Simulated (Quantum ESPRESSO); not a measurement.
## Energy of HgTe along an even scaling of the cell

System: HgTe (F-43m, 2 atoms in the cell).
Method: Kohn-Sham DFT of a periodic cell, PBE, SSSP 1.3 efficiency PBE, no spin polarisation (Quantum ESPRESSO 7.5).

The 7 runs differ only in the geometry, by an even scaling of the cell at fixed fractional positions. The structure derives from an entry of the Crystallography Open Database.

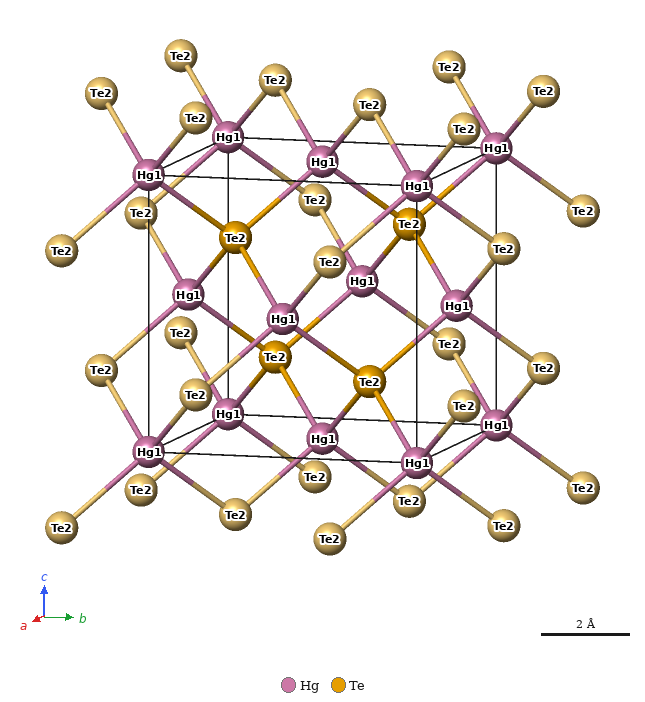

Figure 1. The structure of run 4 (ball-and-stick view of the cell 4 times as large as that of the calculation, set on its symmetry axes, seen slightly off an axis; neighbours outside the cell are drawn fainter; atoms are numbered from 1 in the order of the input).

### The input of run 4
```
&CONTROL
  calculation = 'scf'
  prefix = 'pwscf'
  outdir = './tmp'
  pseudo_dir = './pseudo'
  tprnfor = .true.
  tstress = .true.
  disk_io = 'low'
/
&SYSTEM
  ibrav = 0
  nat = 2
  ntyp = 2
  ecutwfc = 60
  ecutrho = 440
  nbnd = 20
  occupations = 'smearing'
  smearing = 'fd'
  degauss = 0.00367493
/
&ELECTRONS
  conv_thr = 4d-10
  electron_maxstep = 120
  mixing_beta = 0.5
/
ATOMIC_SPECIES
Hg   200.5920 Hg_ONCV_PBE-1.0.oncvpsp.upf
Te   127.6000 Te_pbe_v1.uspp.F.UPF
CELL_PARAMETERS angstrom
   0.0000000000    3.2145000000    3.2145000000
   3.2145000000    0.0000000000    3.2145000000
   3.2145000000    3.2145000000    0.0000000000
ATOMIC_POSITIONS crystal
Hg     0.0000000000    0.0000000000    0.0000000000
Te     0.7500000000    0.7500000000    0.7500000000
K_POINTS automatic
7 7 7 0 0 0
```

### File pp_density.in of run 4
```
&INPUTPP
  prefix = 'pwscf'
  outdir = './tmp'
  filplot = 'density.dat'
  plot_num = 0
/
&PLOT
  nfile = 1
  filepp(1) = 'density.dat'
  iflag = 3
  output_format = 6
  fileout = 'density.cube'
/
```

### File pp_potential.in of run 4
```
&INPUTPP
  prefix = 'pwscf'
  outdir = './tmp'
  filplot = 'potential.dat'
  plot_num = 11
/
&PLOT
  nfile = 1
  filepp(1) = 'potential.dat'
  iflag = 3
  output_format = 6
  fileout = 'potential.cube'
/
```

Command:
```bash
OMP_NUM_THREADS=1 pw.x -in pw.in > pw.out
OMP_NUM_THREADS=1 pp.x -in pp_density.in > pp_density.out
OMP_NUM_THREADS=1 pp.x -in pp_potential.in > pp_potential.out
```

Lattice vectors (Å) and fractional positions of run 4:
```
   0.000000    3.214500    3.214500
   3.214500    0.000000    3.214500
   3.214500    3.214500    0.000000
Hg  0.000000  0.000000  0.000000
Te  0.750000  0.750000  0.750000
```

Run 5 has the same physical settings and fractional positions; its lattice vectors (Å) are:
```
   0.000000    3.235789    3.235789
   3.235789    0.000000    3.235789
   3.235789    3.235789    0.000000
```

### Results, with one run withheld

```csv
run,volume per atom (Å³),"free energy per atom, from the lowest run given (meV)",pressure (GPa)
1,31.223,122.91,8.84
2,31.887,89.33,7.30
3,32.551,61.79,5.93
4,33.215,39.64,4.71
5,33.880,?,?
6,34.544,9.22,2.64
7,35.208,0.00,1.76
```

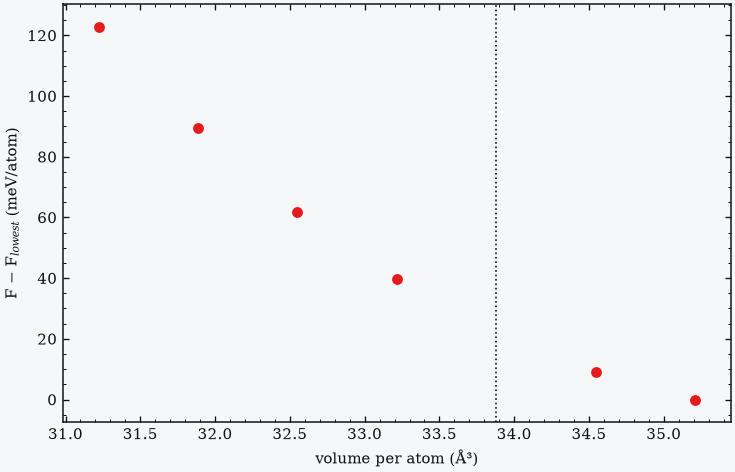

Figure 2. Free energy per atom of the runs given; the dotted line marks run 5.

Fit the runs given and predict run 5.

A cubic polynomial in V^(−2/3) (the Birch–Murnaghan form), fitted to the 6 runs given, misses them by under 0.01 meV per atom. With x = V^(−2/3) − 0.09709 Å⁻², it reads F = 44.514 + 16020 x + 1.2529e+06 x² + 7.5421e+06 x³ (meV per atom). At run 5 it gives 22.27 meV per atom, and the run itself gives 22.29. The slope of the fit gives a pressure −dF/dV of 3.65 GPa there, and the run prints 3.61 GPa. The fit has no minimum inside this range.

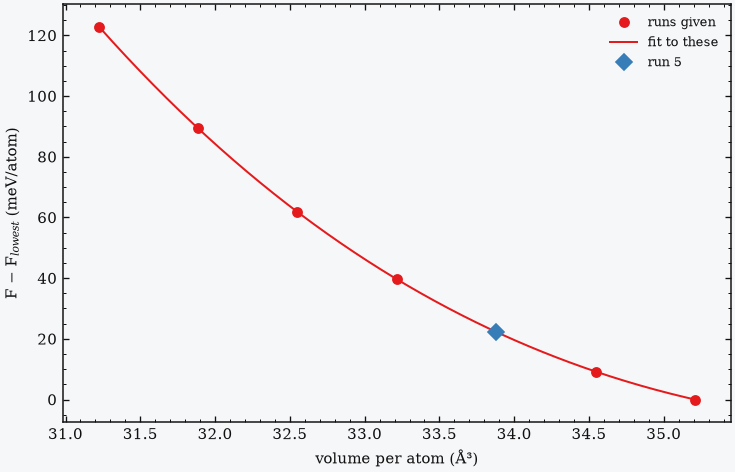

Figure 3. The fit and the withheld run.

### Some lines of the output (run 5)
```
[...]
     number of k points=    20  Fermi-Dirac smearing, width (Ry)=  0.0037
     total energy              =    -336.64345807 Ry
     total energy              =    -336.65775217 Ry
     total energy              =    -336.65884228 Ry
     total energy              =    -336.65889394 Ry
     total energy              =    -336.65890293 Ry
     total energy              =    -336.65890366 Ry
     total energy              =    -336.65890386 Ry
     total energy              =    -336.65890395 Ry
     the Fermi energy is     7.3557 ev
!    total energy              =    -336.65890395 Ry
     The total energy is F=E-TS. E is the sum of the following terms:
     Computing stress (Cartesian axis) and pressure
          total   stress  (Ry/bohr**3)                   (kbar)     P=       36.15
```

Notes: Spin–orbit coupling is left out, which matters for Hg.
